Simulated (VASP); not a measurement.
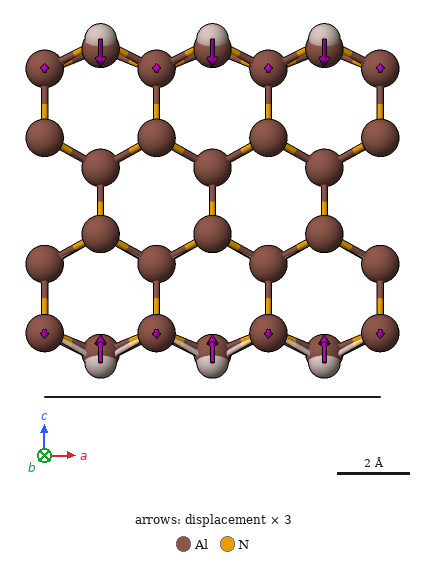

A relaxation of a slab of composition AlN. The starting structure is drawn faded, the final one solid; purple arrows show the displacements, 3 times their true length.

A ball-and-stick model of the 3 × 1 repeat of the cell, outlined in the plane, without the vacuum (origin shifted), seen along the b axis.

The run lets the atoms move in a fixed cell.

All numbers below come from VASP 6.6.1, Kohn-Sham DFT of a periodic cell, PBEsol, VASP PAW PBE potentials, recommended.

Input file:
```
PREC = Accurate
ENCUT = 520
EDIFF = 1E-7
ISMEAR = 0
SIGMA = 0.05
LREAL = False
LASPH = True
NELM = 100
ALGO = Normal
ISIF = 2
LWAVE = False
LCHARG = False
LDIPOL = True
IDIPOL = 3
DIPOL = 0.5 0.5 0.500
GGA = PS
IBRION = 2
NSW = 100
EDIFFG = -0.015
KPAR = 8
```

Launched with:
```bash
cat potpaw_PBE.64/Al/POTCAR potpaw_PBE.64/N/POTCAR > POTCAR
mpirun -np 8 vasp_std > vasp.out
```

Question: Atoms of which element are displaced furthest, and by how much?

Answer: Aluminium: up to 0.29 Å, against 0.04 Å for nitrogen.

Question: Describe the change and its energy.

Answer: Over 19 geometry steps the energy falls by 0.968 eV per cell of the calculation. The largest force component goes from 1.9 to 0.01 eV/Å. The largest moves relative to the layer's centre, 0.29 Å, are those of Al atoms. Largest moves by element: Al 0.29 Å, N 0.04 Å. The lattice vectors keep their values. Some distances before and after: Al–N 1.893 → 1.770 Å, Al–N 1.894 → 1.961 Å, Al–N 1.894 → 1.833 Å, Al–N 1.894 → 1.877 Å. Among the angles between lasting bonds that change: Al–N–Al 110.5° → 101.3°, N–Al–N 108.4° → 116.5°, N–Al–N 110.5° → 115.5°.
